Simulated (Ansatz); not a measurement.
System: PbS, space group Fm-3m (No. 225) (cell built by us, not taken from a database).

Input file:
```
crystal:
  lattice:
    - [-2.1243389829, 2.1243389829, 3.0047345229]
    - [2.1243389829, -2.1243389829, 3.0047345229]
    - [2.1243389829, 2.1243389829, -3.0047345229]
  atoms:
    - { symbol: Pb, position: [0.2499999203, 0.2499999203, 0.0] }
    - { symbol: S, position: [0.7500000797, 0.7500000797, 0.0] }
basis:
  ecutwfc: 420
kpoints:
  mp_grid: { grid: [12, 12, 12] }
hamiltonian:
  xc: pbe
scf:
  occupations: { method: fixed }
output:
  forces: true
  stress: true
  eigenvalues: true
elastic:
  mode: relaxed_ion
  stencil: two_point
```

Launched with:
```bash
ansatz run input.yaml --threads 1 --pin off --max-ram 2560MiB --backend cpu --events-out ev --progress --plain --runs-dir out
```

Computed with Ansatz 0.2.0: elastic stress-strain coefficients at zero temperature from small strains of the given cell, Voigt order xx yy zz yz xz xy, Cartesian axes of the cell vectors; plane waves with PAW datasets, Γ-centred k mesh. Level: PBE, no spin polarisation.

- wave cutoff: 420 eV
- k mesh: 12×12×12
- occupations: fixed
- ions: relaxed
- strain amplitude: 0.002

Predict the sound velocities against the direction of travel in the xz plane, from the elastic constants and the density.

Along x the longitudinal wave runs at 3.52 km/s and the transverse ones at 2.72 and 1.65 km/s; along y the longitudinal wave runs at 3.52 km/s and the transverse ones at 2.72 and 1.65 km/s; along z the longitudinal wave runs at 4.13 km/s and the transverse ones at 1.65 and 1.65 km/s; along x + y they run at 4.13, 1.66 and 1.65 km/s (density 7.32 g/cm³). Over all directions E runs from 53 to 121 GPa, a ratio of 2.3. E is 62 GPa along x, 62 GPa along y and 121 GPa along z, and 65 GPa along the body diagonal x + y + z. The Hill averages are K = 53 GPa and G = 30 GPa, Poisson's ratio 0.26; K/G = 1.75.

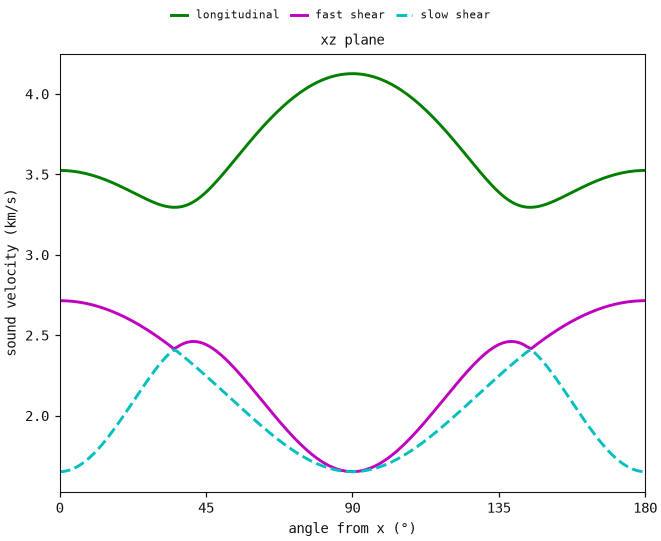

Keep in mind: a crossing between the sampled k points may be missed.
